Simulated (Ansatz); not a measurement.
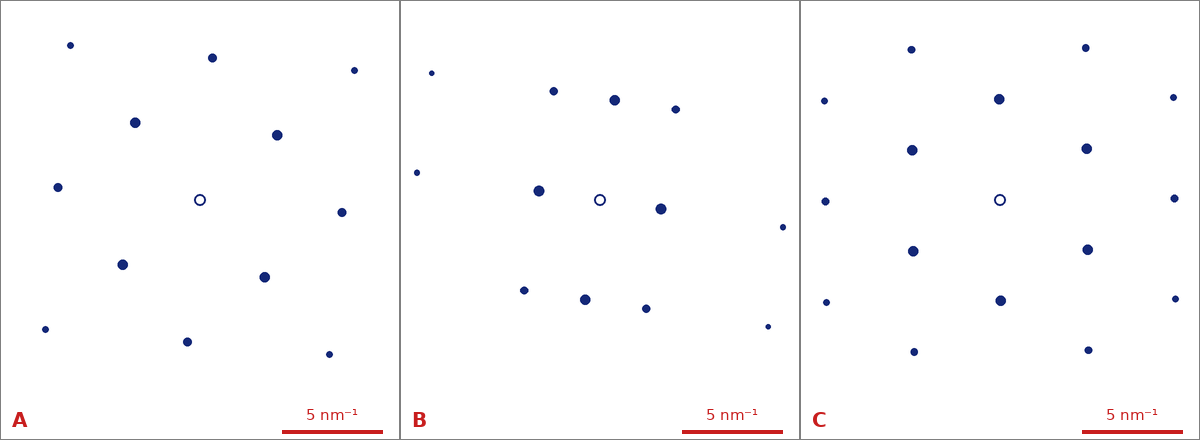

Kinematic zone-axis patterns, calculated for 120 keV electrons with B = 0.5 Å².

All three come from Rh, space group Fd-3m (No. 227), a = 5.62 Å. Structure: the input geometry of an electronic-structure calculation (not necessarily at equilibrium); the starting structure was generated, so it need not be a known form of this composition.

Question: Assign the zone axes [001], [111], [211] to A, B and C.

Answer: A is [001]: square net of 2 -2 0 at d = 1.99 Å and 2 2 0 at d = 1.99 Å, at 90.0°. B is [211]: rectangular net of -1 1 1 at d = 3.24 Å and 0 -2 2 at d = 1.99 Å, at 90.0°. C is [111]: hexagonal net of -2 2 0 at d = 1.99 Å and -2 0 2 at d = 1.99 Å, at 60.0°.
